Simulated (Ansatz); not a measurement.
Input file:

```
crystal:
  lattice:
    - [3.1966520447, -1.8565520294, 0.0]
    - [3.1966520447, 1.8565520294, 0.0]
    - [-2.1744518352, 0.0, 9.3648511597]
  atoms:
    - { symbol: Na, position: [0.0, 0.0, 0.0] }
    - { symbol: Na, position: [0.222415, 0.222415, 0.666676] }
    - { symbol: Na, position: [0.777585, 0.777585, 0.333324] }
basis:
  ecutwfc: 420
  fft_grid_basis: typed
kpoints:
  mp_grid: { grid: [10, 10, 4] }
hamiltonian:
  xc: pbe
  pseudopotentials: { kind: paw }
scf:
  occupations: { method: gaussian, width: 0.05 }
output:
  forces: true
  stress: true
  eigenvalues: true
  bader: true
  write_density: true
  volumetric_format: npy
  elf: true
```

Run with:

```sh
ansatz run input.yaml --threads 1 --pin off --max-ram 2560MiB --backend cpu --events-out ev --progress --plain --runs-dir out
```

The picture shows the conventional cell (a = 6.39 Å, b = 3.71 Å, c = 9.61 Å, α = 90.00°, β = 103.07°, γ = 90.00°).

Space group C2/m. This isn't the usual form at ambient conditions. The cell comes from a database of computed structures, not from a measurement.

Method: DFT PBE, scalar-relativistic, plane waves, PAW in Ansatz.

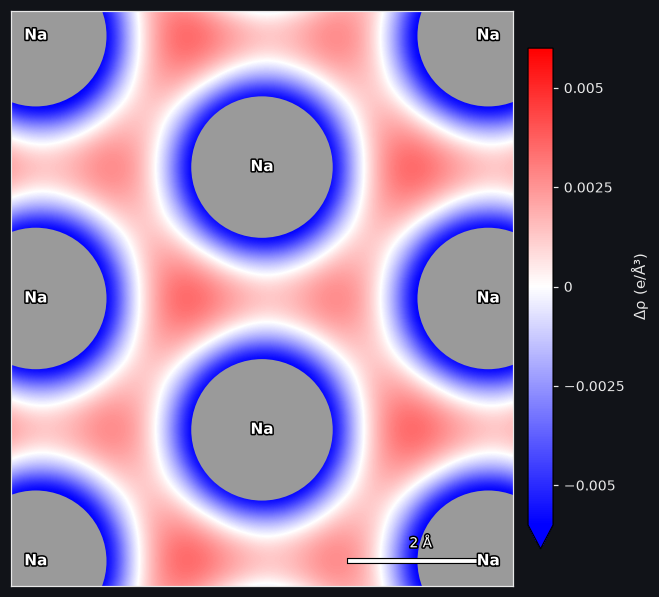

Na. Deformation density (self-consistent density less superposed neutral spherical atoms): a map on the (001) plane of the conventional cell, with grey discs over the atomic cores. Cores are masked to 1.0 Å (Na).

In a PAW calculation such maps are meaningful between the atoms, not at the nuclei.

Q: Where does charge go when the atoms form this crystal?

A: Over the whole cell, outside the masked cores, the largest gain, 0.005 e/Å³, lies 2.5 Å from a sodium nucleus, and the largest loss lies at the edge of the masked core of Na. The rearranged charge, half the integral of |Δρ|, is about 0.05 e an atom.
